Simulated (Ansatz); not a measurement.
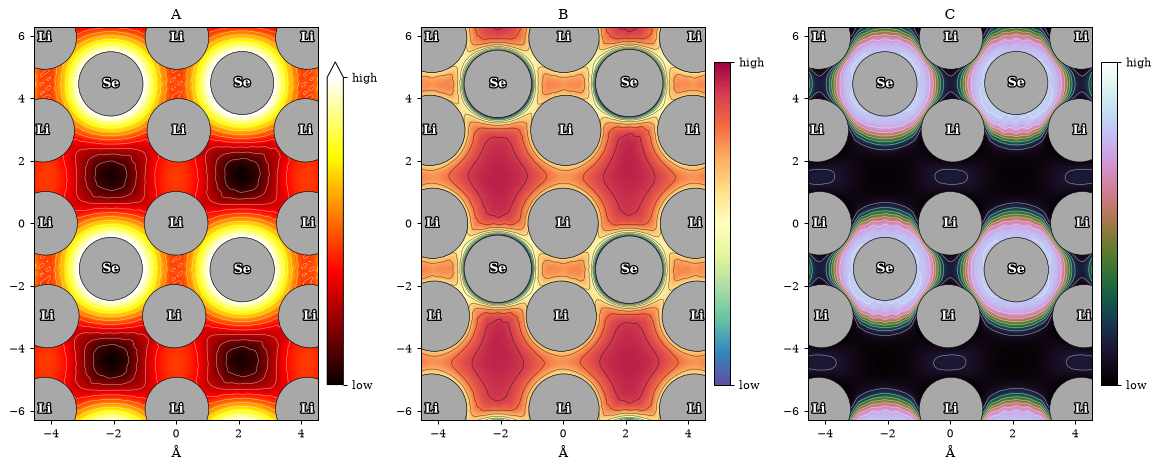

Li15Se8 (cell with a defect): 3 fields on the (011̄) plane of the calculation cell, with unlabelled colour scales. Grey discs cover the atomic cores.

Computed without spin polarisation.

These are results of DFT PBEsol, scalar-relativistic, plane waves, PAW in Ansatz, not measurements.

The calculation's input:

```
crystal:
  lattice:
    - [5.9447526219, 0.0, 5.9447526219]
    - [5.9447526219, 5.9447526219, 0.0]
    - [0.0, 5.9447526219, 5.9447526219]
  atoms:
    - { symbol: Li, position: [0.125, 0.625, 0.125] }
    - { symbol: Li, position: [0.625, 0.125, 0.125] }
    - { symbol: Li, position: [0.625, 0.625, 0.125] }
    - { symbol: Li, position: [0.125, 0.125, 0.625] }
    - { symbol: Li, position: [0.125, 0.625, 0.625] }
    - { symbol: Li, position: [0.625, 0.125, 0.625] }
    - { symbol: Li, position: [0.625, 0.625, 0.625] }
    - { symbol: Li, position: [0.375, 0.375, 0.375] }
    - { symbol: Li, position: [0.375, 0.875, 0.375] }
    - { symbol: Li, position: [0.875, 0.375, 0.375] }
    - { symbol: Li, position: [0.875, 0.875, 0.375] }
    - { symbol: Li, position: [0.375, 0.375, 0.875] }
    - { symbol: Li, position: [0.375, 0.875, 0.875] }
    - { symbol: Li, position: [0.875, 0.375, 0.875] }
    - { symbol: Li, position: [0.875, 0.875, 0.875] }
    - { symbol: Se, position: [0.0, 0.0, 0.5] }
    - { symbol: Se, position: [0.0, 0.5, 0.5] }
    - { symbol: Se, position: [0.5, 0.0, 0.5] }
    - { symbol: Se, position: [0.5, 0.5, 0.5] }
    - { symbol: Se, position: [0.0, 0.0, 0.0] }
    - { symbol: Se, position: [0.0, 0.5, 0.0] }
    - { symbol: Se, position: [0.5, 0.0, 0.0] }
    - { symbol: Se, position: [0.5, 0.5, 0.0] }
basis:
  ecutwfc: 420
kpoints:
  mp_grid: { grid: [4, 4, 4] }
hamiltonian:
  xc: pbesol
scf:
  occupations: { method: gaussian, width: 0.05 }
output:
  forces: true
  stress: true
  eigenvalues: true
  write_density: true
  write_potential: true
  elf: true
  volumetric_format: npy
relax:
  adjacent_minimum: "off"
  f_tol: 0.02
  max_steps: 50
```

Run with:

```sh
ansatz run input.yaml --threads 4 --pin off --max-ram 9216MiB --backend cpu --events-out ev --progress --plain --runs-dir out
```

The fields are those of the relaxed geometry.

The panels show electron localisation function, electrostatic potential energy of an electron and valence pseudo-density in some order. Assign them.

Panel A: valence pseudo-density. Panel B: electrostatic potential energy of an electron (low next to the atoms, rising into the space between them). Panel C: electron localisation function. From the grid: Li–Se (2.55 Å): ρ at the midpoint is about 0.29 e/Å³; the ELF is about 0.80 at the midpoint. Li–Se (2.55 Å): ρ at the midpoint is about 0.29 e/Å³; the ELF is about 0.80 at the midpoint.
